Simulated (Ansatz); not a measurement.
# Two runs on Al2Ru

System: Al2Ru (I4/mmm, 3 atoms in the cell).
Method of run A: DFT r2SCAN, scalar-relativistic, plane waves, PAW, no spin polarisation (Ansatz 0.2.0).

The structure derives from a Materials Project entry. Text and figures count atoms from 1; the logs count them from 0 in places.

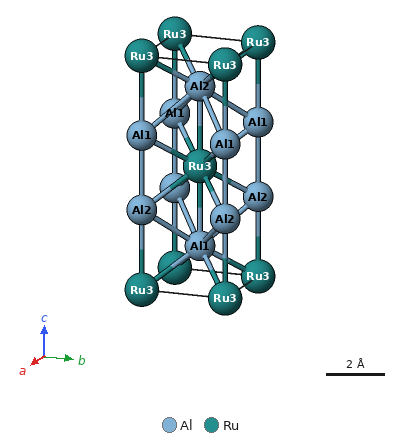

Fig. 1: The input geometry (ball-and-stick view of the cell 2 times as large as that of the calculation, set on its symmetry axes, seen slightly off an axis; atoms are numbered from 1 in the order of the input). An atom can appear more than once, as a periodic image.

## The input, run A
```yaml
crystal:
  lattice:
    - [-1.56042162, 1.56042162, 4.22180559]
    - [1.56042162, -1.56042162, 4.22180559]
    - [1.56042162, 1.56042162, -4.22180559]
  atoms:
    - { symbol: Al, position: [0.65920219, 0.65920219, 0.0] }
    - { symbol: Al, position: [0.34079781, 0.34079781, 0.0] }
    - { symbol: Ru, position: [0.0, 0.0, 0.0] }
basis:
  ecutwfc: 500
kpoints:
  mp_grid: { grid: [18, 18, 18] }
hamiltonian:
  xc: r2scan
scf:
  occupations: { method: gaussian, width: 0.1 }
output:
  forces: true
  stress: true
  eigenvalues: true
  populations: true
```

Launched with:
```bash
ansatz run input.yaml --threads 1 --pin off --max-ram 2560MiB --backend cpu --events-out ev --progress --plain --runs-dir out
```

Hardware: 1 thread of AMD EPYC (Zen 5), 16 GiB of memory available, shared host.

## Output, shortened to warnings, some set-up lines, iterations and results (run A)
```
Basis set: ecut = 500 eV, 1047 PW (Γ), FFT grids on a1+a3, a2+a3, a3, exchange–correlation on 96×96×144 points (64 copies of the dense FFT grid, shifted against one another)
Symmetry: 16 space group operations
k-points: 480 of 5832
Initial density: superposition of atomic densities (neutral atoms: chi_scale 0, normalization atom), corrected by the library's trained network
[...]
SCF iter   1: F=—  HF=-6973.751829 eV  |F-HF|=—  |Δ(HF+E_count)|=         —  Δρ=8.66e-3  dr2=1.71e-2  dr2_τ=3.64e-2  ethr=1.77e-3  ⟨swp⟩=5.2  Hψ=39533  notcnv=0
SCF iter   2: F=—  HF=-6973.774942 eV  |F-HF|=—  |Δ(HF+E_count)|=   2.31e-2  Δρ=4.18e-3  dr2=6.86e-3  dr2_τ=4.59e-4  ethr=7.76e-5  ⟨swp⟩=2.0  Hψ=16960  notcnv=0
SCF iter   3: F=—  HF=-6973.776607 eV  |F-HF|=—  |Δ(HF+E_count)|=   1.67e-3  Δρ=5.22e-3  dr2=1.68e-2  dr2_τ=1.20e-3  ethr=3.12e-5  ⟨swp⟩=2.0  Hψ=10618  notcnv=0  recentre
SCF iter   4: F=—  HF=-6973.773859 eV  |F-HF|=—  |Δ(HF+E_count)|=   2.75e-3  Δρ=6.99e-4  dr2=7.52e-5  dr2_τ=9.90e-6  ethr=3.12e-5  ⟨swp⟩=2.5  Hψ=11380  notcnv=0
SCF iter   5: F=—  HF=-6973.773857 eV  |F-HF|=—  |Δ(HF+E_count)|=   1.13e-6  Δρ=2.35e-4  dr2=7.22e-6  dr2_τ=7.01e-7  ethr=3.42e-7  ⟨swp⟩=2.5  Hψ=12471  notcnv=0
SCF iter   6: F=-6973.773861 eV  HF=-6973.773861 eV  |F-HF|=5.60e-8  |Δ(HF+E_count)|=   3.50e-6  Δρ=2.52e-5  dr2=9.88e-8  dr2_τ=1.38e-8  ethr=4.55e-10  ⟨swp⟩=3.8  Hψ=38028  …
SCF 1 converged in 6 iterations: F = -6973.773861 eV  dr2 = 9.88e-8
SCF converged after 6 iterations
Free energy (F): -6973.773861 eV
Harris-Foulkes:  -6973.773861 eV  (|F-HF|=5.60e-8)
Internal energy: -6973.773364 eV  (E = F + TS)
E sigma→0 (E₀):  -6973.773612 eV
Entropy (-TS):   -0.000497 eV (-0.166 meV/atom)
Fermi energy:    14.115924 eV
--- Per-component energies (eV) ---
  E_band       = -161.330554
  E_kinetic    = 566.743979
  E_local      = -2142.687548  (includes V_loc(G=0)·N_el)
  E_nonlocal   = 362.380553
  E_hartree    = 800.249135
  E_xc         = -260.662575
  E_vxc        = -333.843726  (∫ρ·V_xc dr)
  E_paw        = -4425.982215  (= ΣΔE_a)
  E_vpaw       = -236.199946  (= ΣTr[D̂ρ^β])
  E_aug_tail   = 0.000085  (compensation charges beyond the density's cutoff)
  E_vtau       = 21.781666  (kinetic-family band-sum trace: ∫τ·v_τ [+ j·A + Jᵃ·Aᵃ] dr)
  E_ewald      = -1873.383606
  E_core_change = -0.431172  (= ΣΔE_core)
  E_smearing   = -0.000497  (= −TS)
  E_closure    = -0.000000  (closes the sum)
  Σ components = -6973.773861   (vs F -6973.773861, Δ=0.00e0)
--- Forces (eV/Å), atoms counted from 1 ---
  atom   1  Al     0.00000000     0.00000000    -0.01841696
  atom   2  Al     0.00000000    -0.00000000     0.01841696
  atom   3  Ru     0.00000000     0.00000000     0.00000000
  max |Σ_I F_I| component: 3.47e-18 eV/Å
--- Stress (GPa, compression-positive) ---
        0.160633       0.000000       0.000000
        0.000000       0.160633       0.000000
       -0.000000      -0.000000       0.041732
  P = ⅓ Tr σ = 0.1210 GPa (1.210 kbar)
--- Löwdin populations: 3 sites ---
  site symbol       q [e]
     0     Al      2.9382
     1     Al      2.9382
     2     Ru     15.9776
  spilling = 0.006634 (of n_electrons = 22.000000)
```

The input of run B differs as follows (lines with − go, lines with + come):
```diff
-  mp_grid: { grid: [18, 18, 18] }
+  mp_grid: { grid: [8, 8, 8] }
-  populations: true
```

Predict how the results change.

The free energy of run B is 0.12 meV per atom higher, which measures how much it depends on this numerical setting. The SCF takes 7 iterations against 6. The irreducible k-points go from 480 to 59.

## Output, shortened to warnings, some set-up lines, iterations and results (run B)
```
Basis set: ecut = 500 eV, 1047 PW (Γ), FFT grids on a1+a3, a2+a3, a3, exchange–correlation on 96×96×144 points (64 copies of the dense FFT grid, shifted against one another)
Symmetry: 16 space group operations
k-points: 59 of 512
Initial density: superposition of atomic densities (neutral atoms: chi_scale 0, normalization atom), corrected by the library's trained network
[...]
SCF iter   1: F=—  HF=-6973.751241 eV  |F-HF|=—  |Δ(HF+E_count)|=         —  Δρ=8.46e-3  dr2=1.62e-2  dr2_τ=3.62e-2  ethr=1.77e-3  ⟨swp⟩=5.2  Hψ=4831  notcnv=0
SCF iter   2: F=—  HF=-6973.775081 eV  |F-HF|=—  |Δ(HF+E_count)|=   2.38e-2  Δρ=4.82e-3  dr2=6.52e-3  dr2_τ=1.50e-4  ethr=7.34e-5  ⟨swp⟩=2.0  Hψ=2050  notcnv=0
SCF iter   3: F=—  HF=-6973.778147 eV  |F-HF|=—  |Δ(HF+E_count)|=   3.07e-3  Δρ=6.31e-3  dr2=2.78e-2  dr2_τ=1.76e-3  ethr=2.96e-5  ⟨swp⟩=2.0  Hψ=1314  notcnv=0  recentre
SCF iter   4: F=—  HF=-6973.773533 eV  |F-HF|=—  |Δ(HF+E_count)|=   4.61e-3  Δρ=1.00e-3  dr2=4.81e-4  dr2_τ=4.86e-5  ethr=2.96e-5  ⟨swp⟩=2.6  Hψ=1536  notcnv=0
SCF iter   5: F=—  HF=-6973.773480 eV  |F-HF|=—  |Δ(HF+E_count)|=   5.22e-5  Δρ=2.16e-4  dr2=1.14e-5  dr2_τ=8.48e-7  ethr=2.19e-6  ⟨swp⟩=2.4  Hψ=1275  notcnv=0
SCF iter   6: F=—  HF=-6973.773487 eV  |F-HF|=—  |Δ(HF+E_count)|=   6.09e-6  Δρ=1.92e-5  dr2=5.99e-8  dr2_τ=2.97e-8  ethr=4.55e-10  ⟨swp⟩=4.4  Hψ=4870  notcnv=0
SCF iter   7: F=-6973.773487 eV  HF=-6973.773487 eV  |F-HF|=7.90e-10  |Δ(HF+E_count)|=   6.52e-8  Δρ=4.07e-6  dr2=4.19e-9  dr2_τ=4.95e-10  ethr=2.72e-10  ⟨swp⟩=2.2  Hψ=3336  …
SCF 1 converged in 7 iterations: F = -6973.773487 eV  dr2 = 4.19e-9
SCF converged after 7 iterations
Free energy (F): -6973.773487 eV
Harris-Foulkes:  -6973.773487 eV  (|F-HF|=7.90e-10)
Internal energy: -6973.772099 eV  (E = F + TS)
E sigma→0 (E₀):  -6973.772793 eV
Entropy (-TS):   -0.001388 eV (-0.463 meV/atom)
Fermi energy:    14.171934 eV
--- Per-component energies (eV) ---
  E_band       = -161.253412
  E_kinetic    = 566.764564
  E_local      = -2142.787658  (includes V_loc(G=0)·N_el)
  E_nonlocal   = 362.392103
  E_hartree    = 800.324421
  E_xc         = -260.663107
  E_vxc        = -333.847785  (∫ρ·V_xc dr)
  E_paw        = -4425.987730  (= ΣΔE_a)
  E_vpaw       = -236.209435  (= ΣTr[D̂ρ^β])
  E_aug_tail   = 0.000085  (compensation charges beyond the density's cutoff)
  E_vtau       = 21.783888  (kinetic-family band-sum trace: ∫τ·v_τ [+ j·A + Jᵃ·Aᵃ] dr)
  E_ewald      = -1873.383606
  E_core_change = -0.431172  (= ΣΔE_core)
  E_smearing   = -0.001388  (= −TS)
  E_closure    = 0.000000  (closes the sum)
  Σ components = -6973.773487   (vs F -6973.773487, Δ=0.00e0)
--- Forces (eV/Å), atoms counted from 1 ---
  atom   1  Al    -0.00000000     0.00000000    -0.03001639
  atom   2  Al    -0.00000000    -0.00000000     0.03001639
  atom   3  Ru     0.00000000     0.00000000     0.00000000
  max |Σ_I F_I| component: 1.04e-17 eV/Å
--- Stress (GPa, compression-positive) ---
        0.188467       0.000000       0.000000
        0.000000       0.188467       0.000000
        0.000000      -0.000000      -0.015731
  P = ⅓ Tr σ = 0.1204 GPa (1.204 kbar)
```

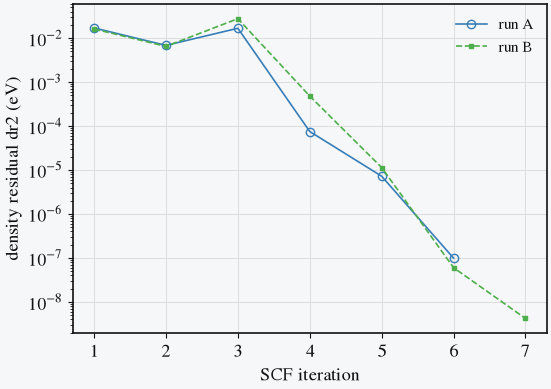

Fig. 2: Convergence of the two runs: density residual dr2 against the SCF iteration. Run A takes 6 iterations in all, and run B takes 7.

## The two runs side by side

```tsv
quantity	run A	run B
outcome	converged	converged
free energy per atom (eV)	−2324.5913	−2324.5912
energy per atom, smearing taken to zero (eV)	−2324.5912	−2324.5909
gap on the mesh (eV)	0.00	0.00
pressure (GPa)	0.12	0.12
largest force (eV/Å)	0.018	0.030
SCF iterations	6	7
irreducible k-points	480	59
plane waves at Γ	1047	1047
wall time (shared host)	12 s	1.9 s
```
